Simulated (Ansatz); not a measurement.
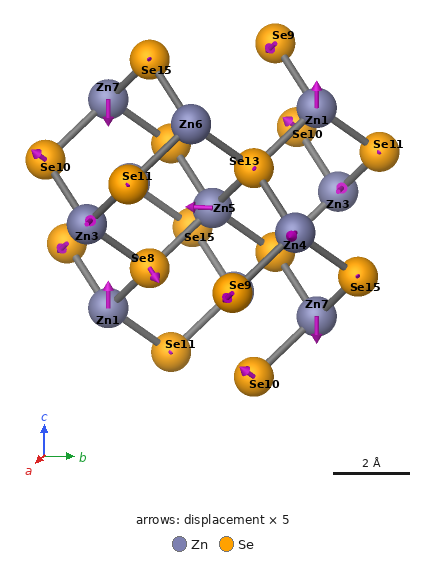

This is a relaxation of a defect cell of composition Zn$_{7}$Se$_{8}$ (cell charge −2). The starting structure is drawn; purple arrows show the displacements, 5 times their true length.

A ball-and-stick model of the atoms within 5.0 Å of the atom that moves most (axes of the conventional cell (4 times the calculation's cell)), seen slightly off an axis. Lengths and directions refer to the drawn axes.

Case: Zn on a Zn site beside a Zn vacancy, charge -2, atoms relaxed.

The calculation used DFT r2SCAN, scalar-relativistic, plane waves, PAW in Ansatz. Set-up: plane-wave cutoff 500 eV; k-point mesh 2 × 2 × 2; occupations gaussian; smearing width 0.02 eV; no spin polarisation; atoms relaxed in a fixed cell; force threshold 0.02 eV/Å; at most 60 steps.

> Describe the change and its energy.

The largest moves, 0.15 Å, are those of Zn atoms. By element the largest moves are Zn 0.15 Å, Se 0.11 Å. The cell stays as it was. Near-neighbour distances that change, for instance: Se–Zn 2.453 → 2.538 Å, Se–Zn 2.453 → 2.415 Å, Se–Zn 2.453 → 2.470 Å. Among the angles between lasting bonds that change: Se–Zn–Se 109.5° → 120.4°, Se–Zn–Se 109.5° → 103.2°, Zn–Se–Zn 109.5° → 103.5°. Over 3 accepted moves (4 points after the start) the energy falls by 0.548 eV per cell of the calculation. Largest force component: 1 eV/Å at the start, 0.0037 eV/Å at the end. 1 step only repeated the SCF at the same geometry. The run took 7.1 s on 8 threads of AMD EPYC 9R45 96-Core Processor (Zen 5) (shared host), peak memory 1.6 GiB.

Limits of the set-up: the periodic images lie only 8.0 Å apart, so the values are limited by the cell's size; the cell is charged, on a uniform background, and energies carry no finite-size correction.
